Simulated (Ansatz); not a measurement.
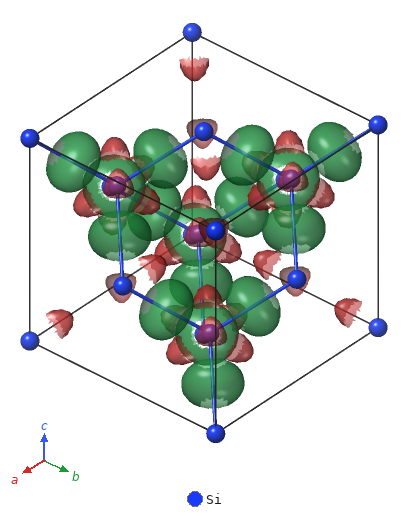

*Si. Bonding charge density, ρ(crystal) − Σ ρ(neutral atoms): green surfaces at +0.05 and red ones at −0.05 e/Å³, in the conventional cell seen at an oblique angle (the regions close to the nuclei are left out). Cores are masked to 0.8 Å (Si).*

Space group Fd-3m; the calculation finds a residual pressure of about 2 GPa at this fixed cell.

Computed with DFT PBE, scalar-relativistic, plane waves, PAW in Ansatz 0.2.0.

In a PAW calculation such maps are meaningful between the atoms, not at the nuclei.

Input file:

```
crystal:
  lattice:
    - [0.0, 2.71356, 2.71356]
    - [2.71356, 0.0, 2.71356]
    - [2.71356, 2.71356, 0.0]
  atoms:
    - { symbol: Si, position: [0.75, 0.75, 0.75] }
    - { symbol: Si, position: [0.5, 0.5, 0.5] }
basis:
  ecutwfc: 420
  fft_grid_basis: typed
kpoints:
  mp_grid: { grid: [12, 12, 12] }
hamiltonian:
  xc: pbe
scf:
  occupations: { method: gaussian, width: 0.05 }
output:
  forces: true
  stress: true
  eigenvalues: true
  bader: true
  write_density: true
  volumetric_format: npy
  elf: true
```

Launched as:

```sh
ansatz run input.yaml --threads 2 --pin off --max-ram 4096MiB --backend cpu --events-out ev --progress --plain --runs-dir out
```

The picture shows the conventional cell (a = 5.43 Å, b = 5.43 Å, c = 5.43 Å, α = 90.00°, β = 90.00°, γ = 90.00°).

> Read the map: where is density gained and where lost?

Si–Si (2.35 Å): Δρ is +0.19 e/Å³ at the midpoint, where it peaks: charge gathers in the bond, as in covalent bonding.
Over the whole cell, outside the masked cores, the largest gain, 0.19 e/Å³, lies 1.1 Å from a silicon nucleus, and the largest loss lies at the edge of the masked core of Si.
The rearranged charge, half the integral of |Δρ|, is about 0.29 e an atom.
